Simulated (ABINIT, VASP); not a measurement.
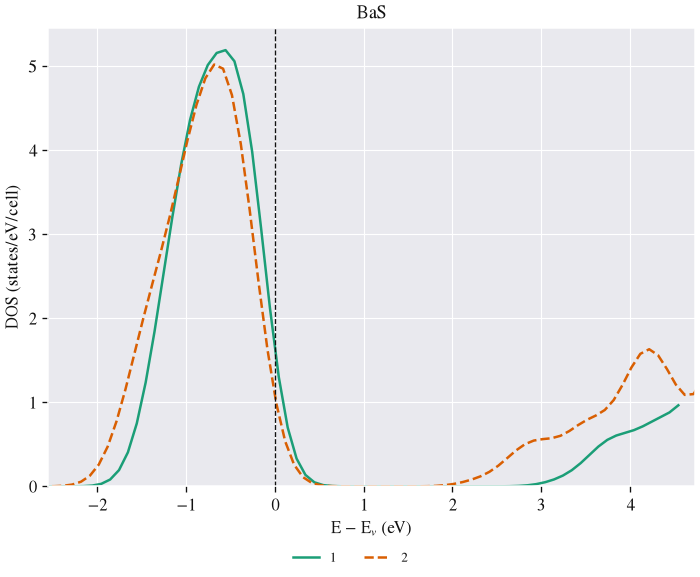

Total densities of states of rocksalt BaS, space group Fm-3m (No. 225), 2 atoms in the primitive cell (cubic a = 6.388 Å), by two methods on the same cell. The DOS curves are built from the levels of the k mesh with Gaussians 0.55 eV wide, which also blur the band edges; ripples of that width can come from the mesh. Each is counted from its own valence-band top.

Which curve is which? The methods: RPBE (VASP), TB-mBJ (ABINIT).

Answer. 1 is TB-mBJ (ABINIT); 2 is RPBE (VASP). TB-mBJ (ABINIT) gives a gap of 3.21 eV and RPBE (VASP) gives a gap of 2.25 eV.

Settings. TB-mBJ (ABINIT): JTH PAW LDA v2.0, no spin polarisation, no spin-orbit coupling, 7×7×7 k mesh, 653 eV cutoff, Fermi-Dirac smearing of 0.05 eV (ABINIT 10.8.3 (patched build)). RPBE (VASP): VASP PAW PBE potentials, release 64 (Ba_sv, S), no spin polarisation, no spin-orbit coupling, 7×7×7 k mesh, 520 eV cutoff, Fermi-Dirac smearing of 0.05 eV (VASP).

Gaps are the smallest over all k points computed. The two runs differ in program as well. The PAW data sets were made with another functional. Spin-orbit coupling is left out, which matters for Ba. LDA, GGA and most meta-GGA functionals understate gaps. TB-mBJ (ABINIT): the constant c of TB-mBJ comes from the pseudo density here, which moves gaps by up to 0.3 eV between sets of potentials.
